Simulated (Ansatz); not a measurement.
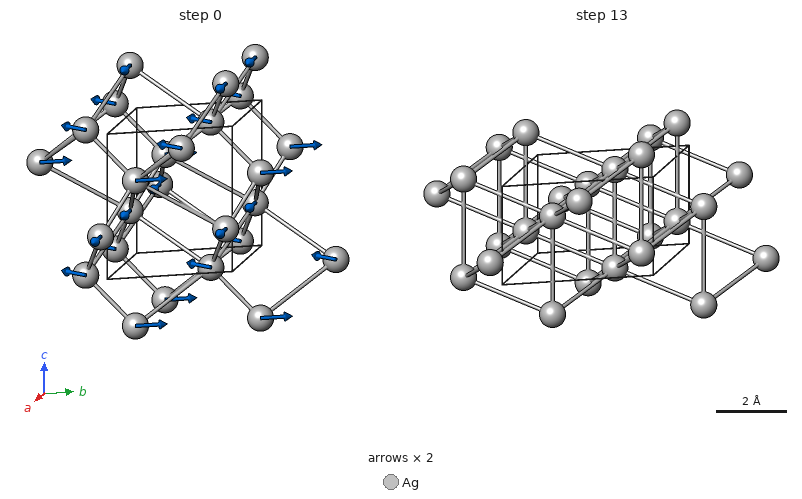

The structure of solid Ag (built on the trigonal selenium_152 type) (coarse preliminary run) before (left) and after (right) a relaxation, at one scale. The blue arrows give the displacements (the part carried along by the change of the cell is left out), magnified 2 times.

A ball-and-stick model of the cell of the calculation, seen slightly off an axis.

Case: trigonal selenium type (P3_121, No. 152).

All numbers below come from DFT r2SCAN, scalar-relativistic, plane waves, PAW (Ansatz). Set-up: plane-wave cutoff 500 eV; k-point mesh 6 × 6 × 4; occupations gaussian; smearing width 0.1 eV; no spin polarisation; cell and atoms relaxed; force threshold 0.04 eV/Å; at most 70 steps.

> Describe what moved and what it gained.

After 11 accepted moves (13 points after the start) the energy has fallen by 2760 meV per atom. The largest force component goes from 16 to under 0.0001 eV/Å. Pressure: 74.92 GPa at the start and −0.01 GPa at the end. The SCF was repeated twice at an unchanged geometry on a basis and grid sized afresh for the cell, which shifted the energy by 4.8 meV per atom at most. The largest moves relative to the cell, 0.49 Å, are those of Ag atoms. The volume changes by −1.1 %, with a = b 3.782 → 4.571 Å (+20.9 %), c 4.290 → 2.905 Å (−32.3 %). Among the contacts that change: Ag–Ag 4.290 → 2.905 Å, Ag–Ag 2.055 → 2.811 Å, Ag–Ag 2.976 → 2.811 Å. Among the angles between lasting bonds that change: Ag–Ag–Ag 103.1° → 71.2°, Ag–Ag–Ag 78.9° → 108.8°, Ag–Ag–Ag 99.0° → 71.2°. The space group (tolerance 0.01 Å) goes from P3_121 (No. 152) to R-3m (No. 166).
